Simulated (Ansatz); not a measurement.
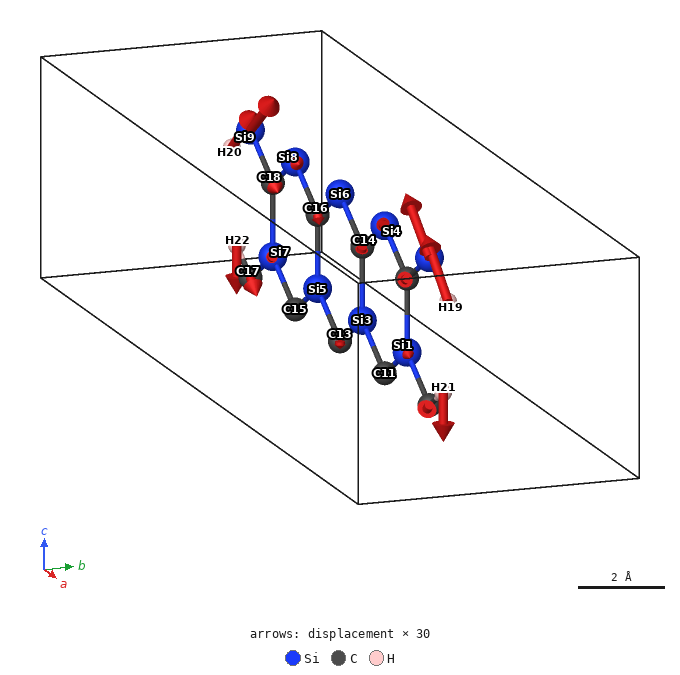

A relaxation of a wire of composition Si9H4C9. The starting structure is drawn; red arrows show the displacements (the part carried along by the change of the cell is left out), 30 times their true length.

The picture is a ball-and-stick view of the cell of the calculation, with the vacuum cut short, seen slightly off an axis.

Case: armchair ribbon, 9 formula units a period, edges capped with H.

All numbers below come from DFT PBE, scalar-relativistic, plane waves, PAW in Ansatz.

Input file:
```yaml
crystal:
  lattice:
    - [24.0, 0.0, 0.0]
    - [0.0, 9.3, 0.0]
    - [0.0, 0.0, 5.363467103]
  atoms:
    - { symbol: Si, position: [0.6935374485, 0.5, 0.3333333333] }
    - { symbol: Si, position: [0.7580499313, 0.5, 0.8333333333] }
    - { symbol: Si, position: [0.5645124828, 0.5, 0.3333333333] }
    - { symbol: Si, position: [0.6290249657, 0.5, 0.8333333333] }
    - { symbol: Si, position: [0.4354875172, 0.5, 0.3333333333] }
    - { symbol: Si, position: [0.5, 0.5, 0.8333333333] }
    - { symbol: Si, position: [0.3064625515, 0.5, 0.3333333333] }
    - { symbol: Si, position: [0.3709750343, 0.5, 0.8333333333] }
    - { symbol: Si, position: [0.2419500687, 0.5, 0.8333333333] }
    - { symbol: C, position: [0.7580499313, 0.5, 0.1666666667] }
    - { symbol: C, position: [0.6290249657, 0.5, 0.1666666667] }
    - { symbol: C, position: [0.6935374485, 0.5, 0.6666666667] }
    - { symbol: C, position: [0.5, 0.5, 0.1666666667] }
    - { symbol: C, position: [0.5645124828, 0.5, 0.6666666667] }
    - { symbol: C, position: [0.3709750343, 0.5, 0.1666666667] }
    - { symbol: C, position: [0.4354875172, 0.5, 0.6666666667] }
    - { symbol: C, position: [0.2419500687, 0.5, 0.1666666667] }
    - { symbol: C, position: [0.3064625515, 0.5, 0.6666666667] }
    - { symbol: H, position: [0.8118156751, 0.5, 0.6944306449] }
    - { symbol: H, position: [0.1881843249, 0.5, 0.6944306449] }
    - { symbol: H, position: [0.7973819184, 0.5, 0.2682800428] }
    - { symbol: H, position: [0.2026180816, 0.5, 0.2682800428] }
basis:
  ecutwfc: 420
kpoints:
  mp_grid: { grid: [1, 1, 6] }
hamiltonian:
  xc: pbe
scf:
  occupations: { method: gaussian, width: 0.05 }
output:
  forces: true
  stress: true
  eigenvalues: true
  populations: true
  write_density: true
  write_potential: true
  elf: true
  volumetric_format: npy
relax:
  adjacent_minimum: "off"
  f_tol: 0.02
  max_steps: 45
  cell: { fix: [a, b, alpha, beta, gamma], stress_tol: 0.03 }
```

Launched with:
```bash
ansatz run input.yaml --threads 4 --pin off --max-ram 11264MiB --backend cpu --events-out ev --progress --plain --runs-dir out
```

What happened in the run?

After 3 accepted moves (4 points after the start) the energy has fallen by 89.0 meV per cell of the calculation. Largest force component: 1.2 eV/Å at the start, 0.0045 eV/Å at the end. At 1 point the geometry stayed and the basis and grid were re-selected for the new cell (energy shift of 1.4 meV per cell of the calculation at most each time). The largest moves relative to the layer's centre, 0.068 Å, are those of Si2, Si9, H19 and H20. Largest moves by element: H 0.068 Å, Si 0.067 Å, C 0.019 Å. Along the periodic axis the drawn cell goes c 5.363 → 5.383 Å (+0.4 %). Near-neighbour distances that change, for instance: Si2–C10 1.788 → 1.744 Å, Si1–C10 1.788 → 1.776 Å, Si1–C11 1.788 → 1.793 Å. Bond angles that change, for instance: C17–Si9–C18 120.0° → 123.3°, Si8–C18–Si9 120.0° → 117.7°. The run took 73 s on 4 threads of Arm Neoverse V1, on a shared host, peak memory 1.6 GiB.
